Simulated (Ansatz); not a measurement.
# Thickness series of a MgB2/Be2C/MgB2 junction, part 3 of 6

Wanted: T(E), the conductance and its decay constant for MgB2/Be2C/MgB2. Both electrodes are MgB2 AlB2(0001); the barrier is Be2C fluorite(111) (whole trilayers). In the first transport cell, after relaxation, the nearest pair of electrode and barrier is B–C at 2.04 Å, along the normal, at the lower face and B–C at 2.04 Å, along the normal, at the upper one. All share a net of side 3.07 Å, which strains the lower electrode by +0.0 % and the barrier by +0.3 %, against typed lattice constants near PBE's. The first steps treat the bulk electrodes alone.

Ansatz 0.2.0; PBE DFT, plane waves, PAW files (the session's first sound run).

So far. Step 3 (Relaxation): The largest force component on a free atom ends at 0.0079 eV/Å. At one or more of this run's solves the program warned of density in the dipole ramp over its bound, where dipole, forces and levels can be off.

## Step 4: Transmission over a wide range of energy

This step: PBE DFT, plane waves, PAW files; ballistic transmission by layer matching between semi-infinite leads (Ansatz 0.2.0).

System of this step: MgB2/Be2C/MgB2. The cell holds 55 atoms: 32 B, 14 Mg, 6 Be and 3 C. Cell: a = 3.070 Å, b = 3.070 Å, c = 72.744 Å, α = 90.0°, β = 90.0°, γ = 120.0°. Regions: left electrode, 23 atoms (16 B and 7 Mg); barrier, 9 atoms (6 Be and 3 C); right electrode, 23 atoms (16 B and 7 Mg). Vacuum lies along c.

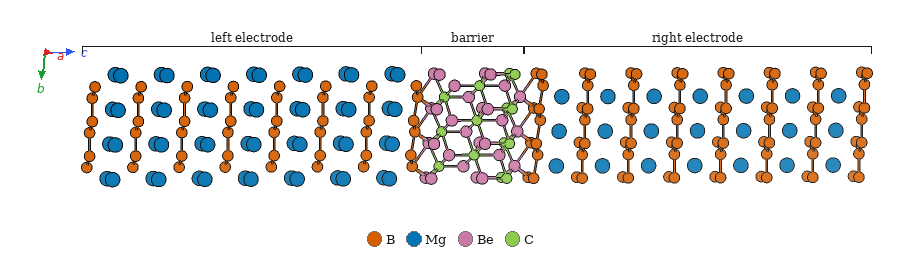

The cell of this step (boron orange, magnesium blue, beryllium pink, carbon green). Bonds to atoms that aren't drawn are left out. 1×3×1 cells are drawn. Some periodic images of atoms are drawn too.

The relaxed core is set between ideal electrode layers (this cell holds 9 atomic planes between the electrodes; where that differs from the relaxed slab, whole periods were copied in or cut out without a new relaxation), which the solver continues as semi-infinite leads. A wide energy window on a coarse mesh (12×12) shows where the Fermi level lies against the barrier's bands; the projected density of states shows how far the metals' states reach in.

input.yaml

```yaml
crystal:
  lattice:
    - [3.07, 0.0, 0.0]
    - [-1.535, 2.6586979896, 0.0]
    - [0.0, 0.0, 72.7436880969]
  atoms:
    - { symbol: B, position: [0.33333333, 0.66666667, 0.0962282802] }
    - { symbol: B, position: [0.66666667, 0.33333333, 0.0962282802] }
    - { symbol: Mg, position: [0.0, 0.0, 0.1204374163] }
    - { symbol: B, position: [0.33333333, 0.66666667, 0.1446465525] }
    - { symbol: B, position: [0.66666667, 0.33333333, 0.1446465525] }
    - { symbol: Mg, position: [0.0, 0.0, 0.1688556886] }
    - { symbol: B, position: [0.33333333, 0.66666667, 0.1930648248] }
    - { symbol: B, position: [0.66666667, 0.33333333, 0.1930648248] }
    - { symbol: Mg, position: [0.0, 0.0, 0.2172739609] }
    - { symbol: B, position: [0.33333333, 0.66666667, 0.2414830971] }
    - { symbol: B, position: [0.66666667, 0.33333333, 0.2414830971] }
    - { symbol: Mg, position: [0.0, 0.0, 0.2656922332] }
    - { symbol: B, position: [0.33333333, 0.66666667, 0.2899013694] }
    - { symbol: B, position: [0.66666667, 0.33333333, 0.2899013694] }
    - { symbol: Mg, position: [0.0, 0.0, 0.3141105055] }
    - { symbol: B, position: [0.33333333, 0.66666667, 0.3383196417] }
    - { symbol: B, position: [0.66666667, 0.33333333, 0.3383196417] }
    - { symbol: Mg, position: [0.0, 0.0, 0.3625287778] }
    - { symbol: B, position: [0.33333333, 0.66666667, 0.3867379139] }
    - { symbol: B, position: [0.66666667, 0.33333333, 0.3867379139] }
    - { symbol: Mg, position: [0.0, 0.0, 0.4109470501] }
    - { symbol: B, position: [0.33333333, 0.66666667, 0.437706876] }
    - { symbol: B, position: [0.66666667, 0.33333333, 0.4335338432] }
    - { symbol: Be, position: [0.0, 0.0, 0.4549035397] }
    - { symbol: C, position: [0.33333333, 0.66666667, 0.4658056735] }
    - { symbol: Be, position: [0.66666667, 0.33333333, 0.4735782936] }
    - { symbol: Be, position: [0.33333333, 0.66666667, 0.491547954] }
    - { symbol: C, position: [0.66666667, 0.33333333, 0.5000000018] }
    - { symbol: Be, position: [0.0, 0.0, 0.5084520447] }
    - { symbol: Be, position: [0.66666667, 0.33333333, 0.5264217022] }
    - { symbol: C, position: [0.0, 0.0, 0.534194327] }
    - { symbol: Be, position: [0.33333333, 0.66666667, 0.5450964591] }
    - { symbol: B, position: [0.66666667, 0.33333333, 0.566466156] }
    - { symbol: B, position: [0.0, 0.0, 0.5622931173] }
    - { symbol: Mg, position: [0.33333333, 0.66666667, 0.5890529499] }
    - { symbol: B, position: [0.66666667, 0.33333333, 0.6132620861] }
    - { symbol: B, position: [0.0, 0.0, 0.6132620861] }
    - { symbol: Mg, position: [0.33333333, 0.66666667, 0.6374712222] }
    - { symbol: B, position: [0.66666667, 0.33333333, 0.6616803583] }
    - { symbol: B, position: [0.0, 0.0, 0.6616803583] }
    - { symbol: Mg, position: [0.33333333, 0.66666667, 0.6858894945] }
    - { symbol: B, position: [0.66666667, 0.33333333, 0.7100986306] }
    - { symbol: B, position: [0.0, 0.0, 0.7100986306] }
    - { symbol: Mg, position: [0.33333333, 0.66666667, 0.7343077668] }
    - { symbol: B, position: [0.66666667, 0.33333333, 0.7585169029] }
    - { symbol: B, position: [0.0, 0.0, 0.7585169029] }
    - { symbol: Mg, position: [0.33333333, 0.66666667, 0.7827260391] }
    - { symbol: B, position: [0.66666667, 0.33333333, 0.8069351752] }
    - { symbol: B, position: [0.0, 0.0, 0.8069351752] }
    - { symbol: Mg, position: [0.33333333, 0.66666667, 0.8311443114] }
    - { symbol: B, position: [0.66666667, 0.33333333, 0.8553534475] }
    - { symbol: B, position: [0.0, 0.0, 0.8553534475] }
    - { symbol: Mg, position: [0.33333333, 0.66666667, 0.8795625837] }
    - { symbol: B, position: [0.66666667, 0.33333333, 0.9037717198] }
    - { symbol: B, position: [0.0, 0.0, 0.9037717198] }
kpoints:
  mp_grid: { grid: [12, 12, 1] }
scf:
  occupations: { method: fermi_dirac, width: 0.1 }
  max_iter: 150
hamiltonian:
  xc: pbe
output:
  transmission:
    kmesh: [12, 12]
    e_range: [-2.5, 2.5]
    de: 0.1
    leads: [[9, 12], [43, 46]]
  dos: { projected: true, e_range: [-6, 5], de: 0.05 }
  write_potential: true
  write_density: true
  volumetric_format: npy
  elf: true
```

Run with:

```console
ansatz run input.yaml --threads 4 --pin off --max-ram 18432MiB --backend cpu --events-out ev --progress --plain --runs-dir out
```

Numbers of over 12 decimals in the logs are rounded to 6 here.

Output:

```text
[...]
Crystal: 55 atoms, lattice volume = 593.749 Å³
Basis set: ecut = 420 eV, 11547 PW (Γ)
Bands: 185, of which v1, the nominal top of the filled ones, is band 130 counted from 1 (129 counted from 0)
Symmetry: 12 space group operations
[...]
k-points: 19 of 144
[...]
SCF iter   1: F=—  HF=-33233.809207 eV  |F-HF|=—  |Δ(HF+E_count)|=         —  Δρ=9.02e-3  dr2=1.04e2  ethr=1.77e-3  ⟨swp⟩=8.4  Hψ=17677  notcnv=0  defer=563
[...]
SCF iter   8: F=-33233.441250 eV  HF=-33233.441250 eV  |F-HF|=3.51e-8  |Δ(HF+E_count)|=   3.98e-8  Δρ=1.47e-6  dr2=4.14e-8  ethr=3.85e-11  ⟨swp⟩=21.5  Hψ=22633  notcnv=0
SCF 1 converged in 8 iterations: F = -33233.441250 eV  dr2 = 4.14e-8
[...]
transmission: 114 of 1140 steps passed
transmission: 230 of 1140 steps passed
[...]
transmission: 1140 of 1140 steps passed
WARN: The output density's exchange-correlation potential varies sharply where the density is thin. Do not read a vacuum level from v_tot or v_xc, or from such a field of the output density. On a cell that repeats whose density bears no net charge and no dipole along the vacuum's axis use v_es (v_loc + v_h of the components); under efield.dipole_correction with no amplitude use v_es + v_field, which holds any externa [...]
SCF converged after 8 iterations
Free energy (F): -33233.441250 eV
[...]
Internal energy: -33232.991698 eV  (E = F + TS)
E sigma→0 (E₀):  -33233.216474 eV
Entropy (-TS):   -0.449552 eV (-8.174 meV/atom)
Fermi energy:    6.760183 eV
[...]
--- Band table (eV; the first three rows and the last of 19) ---
  k-point 0: bands = [... 126 lower, 7.5678, 7.5678, 8.0693, 8.0693, 8.0693, 8.0693, 8.7781, 8.8116, ... 51 higher]
  k-point 1: bands = [... 126 lower, 7.2424, 7.3565, 7.5349, 7.5350, 7.8071, 7.8072, 8.8862, 8.9148, ... 51 higher]
  k-point 2: bands = [... 126 lower, 6.5652, 6.6455, 6.8809, 7.0165, 7.2163, 7.2163, 9.2152, 9.2309, ... 51 higher]
  k-point 18: bands = [... 126 lower, 5.8842, 5.8842, 6.3220, 6.3632, 6.5961, 6.5961, 7.0335, 7.0772, ... 51 higher]
--- Transmission ---
  basis      : 73 plane waves across, 60 finite elements along
  points     : 19, standing for a mesh of 12 x 12
  energies   : 51 from -2.500000 to 2.500000 eV about the Fermi level, 0.100000 eV apart; the leads are filled to 0.000000 eV, and channels, transmission and decay are at 0.000000 eV
  crystal 0  : Mg1B2, at the sites [9, 12], period 3.5221 Å, over 24.65 Å; its Hamiltonian steps by up to 19.9 meV
    offset         : up to 0.0000 Å between an atom of the period and one for which it stands
    channels       : 8.194444e-1 a spin
    conductance    : none, the energies end too early or step too widely for 300 K: set another output.transmission.e_range or a lower de, or, where they end at an eighth of basis.ecutwfc, a higher one
    slowest decay  : 0.1537 /Å at (0.3333, 0.0833)
[...]
channels       : 8.194444e-1 a spin
[...]
slowest decay  : 0.1538 /Å at (0.3333, 0.0833)
  junction   : crystal 0 to crystal 1, 19.02 to 53.11 Å
    transmission   : 3.303794e-2 a spin
[...]
```

The job ended after 88 s (4 threads of Arm Neoverse V2, shared host; peak memory 3.9 GiB).

In the SCF lines HF is the Harris–Foulkes energy and dr2 the Hartree energy of the density residual, in eV; the loop may stop once dr2 is under the threshold and the program's other checks hold. Hψ counts applications of the Hamiltonian.

Numbers from this step:

- free energy: -33233.4413 eV
- Fermi energy: 6.760 eV
- level to which the leads are filled: 0 eV from the Fermi level
- transmission at the Fermi level (a spin, zone mean): 0.03304
- channels of the lower lead: 0.8194
- channels of the upper lead: 0.8194
- potential step in the lower lead: 19.9 meV
- potential step in the upper lead: 15.9 meV

One spin. Transmission, zone mean against energy, zero at the Fermi level:

| energy (eV) | transmission, zone mean |
| --- | --- |
| -2.5000 | 0.303 |
| -2.4000 | 0.326 |
| -2.3000 | 0.150 |
| -2.0000 | 0.110 |
| -1.8000 | 0.110 |
| -1.5000 | 0.0933 |
| -1.3000 | 0.0267 |
| -1.0000 | 0.0166 |
| -0.8000 | 0.0284 |
| -0.5000 | 0.0167 |
| -0.3000 | 0.0777 |
| 0.0000 | 0.0330 |
| 0.2000 | 0.0318 |
| 0.5000 | 0.0228 |
| 0.7000 | 0.0304 |
| 1.0000 | 0.0198 |
| 1.2000 | 0.0158 |
| 1.5000 | 0.0146 |
| 1.7000 | 0.0150 |
| 2.0000 | 0.0151 |
| 2.2000 | 0.0178 |
| 2.5000 | 0.0346 |

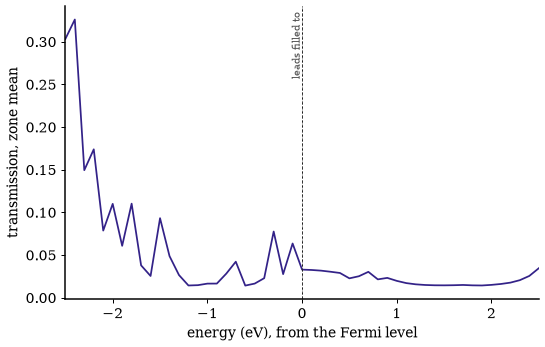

Transmission, zone mean against energy.

One spin. The open channels, zone mean, lower lead = upper lead by energy, zero at the Fermi level:

| energy (eV) | open channels, zone mean, lower lead = upper lead |
| --- | --- |
| -2.5000 | 0.938 |
| -2.3000 | 0.979 |
| -2.0000 | 0.917 |
| -1.8000 | 0.882 |
| -1.5000 | 0.799 |
| -1.3000 | 0.757 |
| -1.0000 | 0.903 |
| -0.8000 | 0.778 |
| -0.5000 | 0.694 |
| -0.3000 | 0.861 |
| 0.0000 | 0.819 |
| 0.2000 | 0.653 |
| 0.5000 | 0.646 |
| 0.7000 | 0.604 |
| 1.0000 | 0.507 |
| 1.2000 | 0.590 |
| 1.5000 | 0.632 |
| 1.7000 | 0.639 |
| 2.0000 | 0.694 |
| 2.2000 | 0.736 |
| 2.5000 | 0.903 |

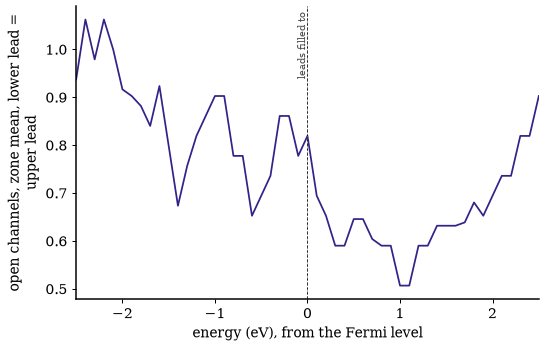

Open channels, zone mean, lower lead = upper lead against energy.

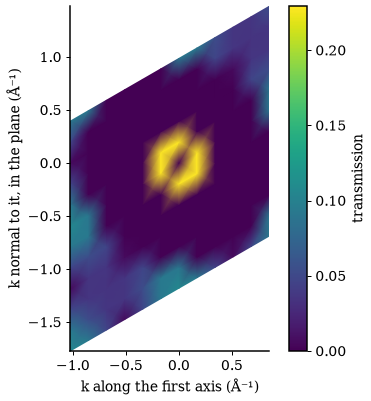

Transmission over k1 and k2. At 0.0000 eV from the Fermi level.

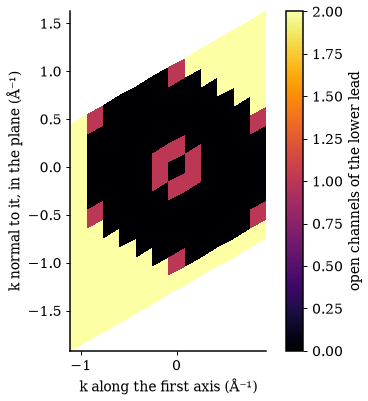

Open channels of the lower lead over k1 and k2. At 0.0000 eV from the Fermi level.

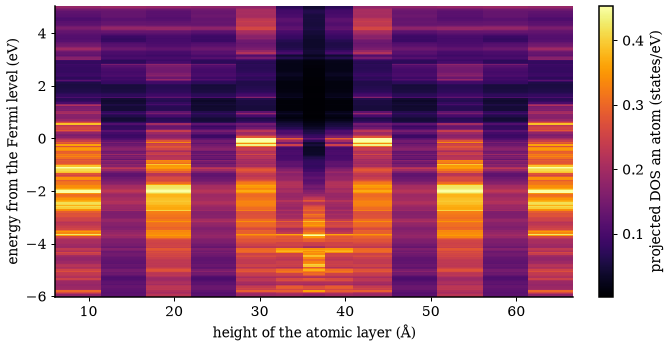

Projected DOS an atom over height of the atomic layer and energy from the Fermi level. Layers: B2 Mg B2 Mg B2 Mg B2 Mg B2 Mg B2 Mg B2 Mg B2 Be C Be Be C Be Be C Be B2 Mg B2 Mg B2 Mg B2 Mg B2 Mg B2 Mg B2 Mg B2; projections on atoms miss part of the total, and the computed bands can run out at the top of the range; a column is the mean of 3 neighbouring layers, the last of those left over.

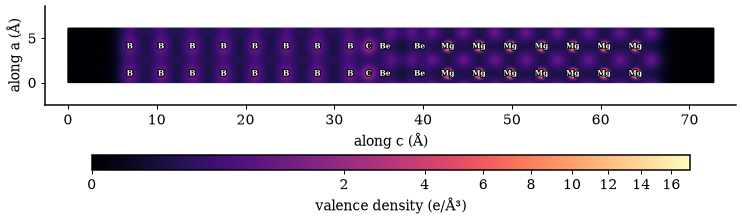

Valence density in the ca plane at fractional y = 0.667, with atoms of B and C and Be and Mg within 0.2 Å of it. It is the smooth field of the valence electrons, not physical close to the nuclei. The colour scale is stretched toward low values.

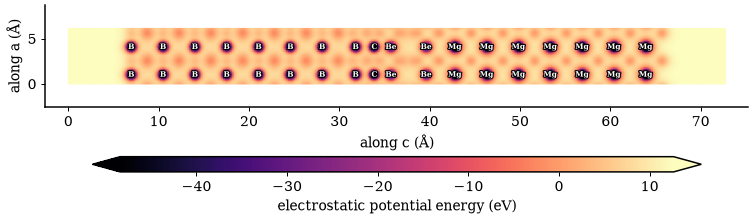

Electrostatic potential energy in the ca plane at fractional y = 0.667, with atoms of B and C and Be and Mg within 0.2 Å of it. With pseudopotentials it is smooth inside the atoms' cores, unlike the true potential.

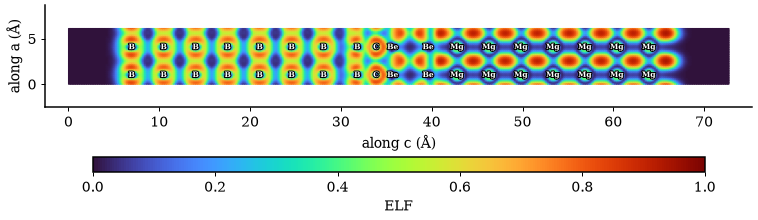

ELF in the ca plane at fractional y = 0.667, with atoms of B and C and Be and Mg within 0.2 Å of it. It is the smooth field of the valence electrons, not physical close to the nuclei.

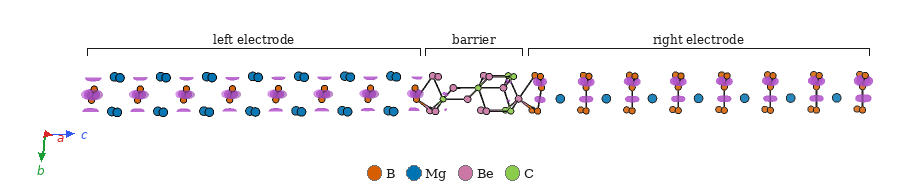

Surface of ELF = 0.85. Bonds to atoms that aren't drawn are left out.

At the Fermi level the transmission is 0.033, as a zone mean for one spin on this coarse mesh. At the Fermi level the layers of this cell's barrier hold from 0.0080 to 0.84 states an eV and atom. In the worse lead the potential repeats within 20 meV, which the program lets pass.

[end of part 3 of 6]

[Logs are printed without paths, hosts, clocks, repeated set-up lines and the standing remarks that a program may print on its own settings, such as how far it seeks lower states.]

[Hosts, paths, dates, database ids (printed as entryN), source tags and the programs' standing remarks are cut or masked in the printed files.]
